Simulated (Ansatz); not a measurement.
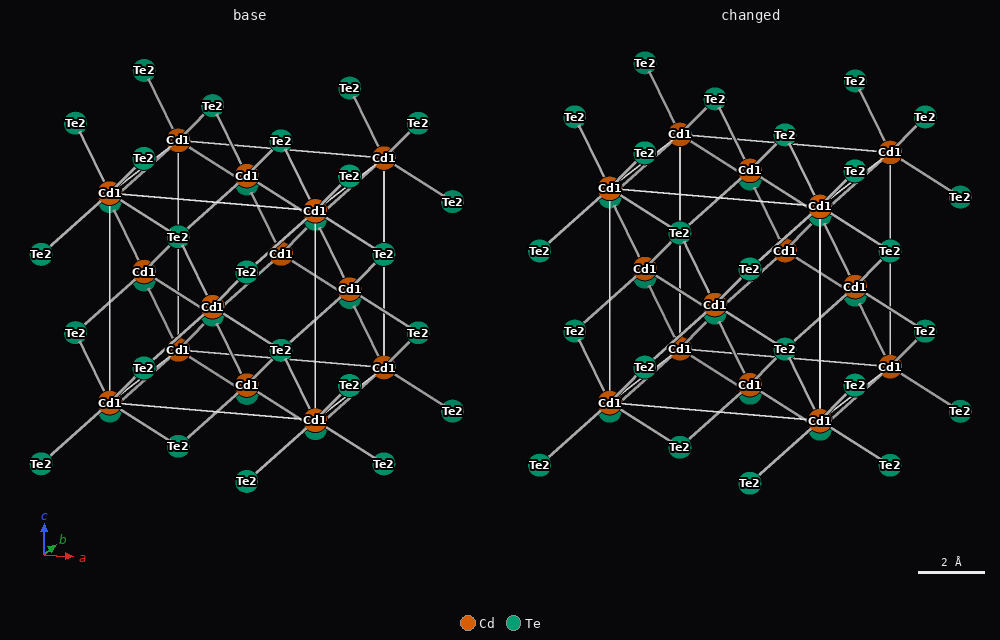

Left: crystalline CdTe (built on the zincblende type). Right: the same structure after one change, at the same scale. Style: ball-and-stick. Shown: the conventional cell (4 times the calculation's cell), slightly off an axis. Lengths and directions refer to the drawn axes.

These are results of DFT PBE, scalar-relativistic, plane waves, PAW (Ansatz 0.2.0), not measurements. Settings: plane-wave cutoff 420 eV; k-point mesh 10 × 10 × 10; occupations gaussian; smearing width 0.05 eV; no spin polarisation.

Q: What was changed?

A: All lengths are scaled by +2.3 % (volume +7.0 %), the atoms keeping their fractional coordinates. No relaxation follows.

Q: How do the computed properties respond?

A: The energy rises by 17.1 meV per atom. Pressure: 0.0 GPa before, −2.0 GPa after. All forces vanish by symmetry. The gap on the k-mesh: 0.59 eV before, 0.39 eV after. Among the bonded contacts that change: Cd–Te 2.866 → 2.931 Å. The space group stays F-43m (No. 216).
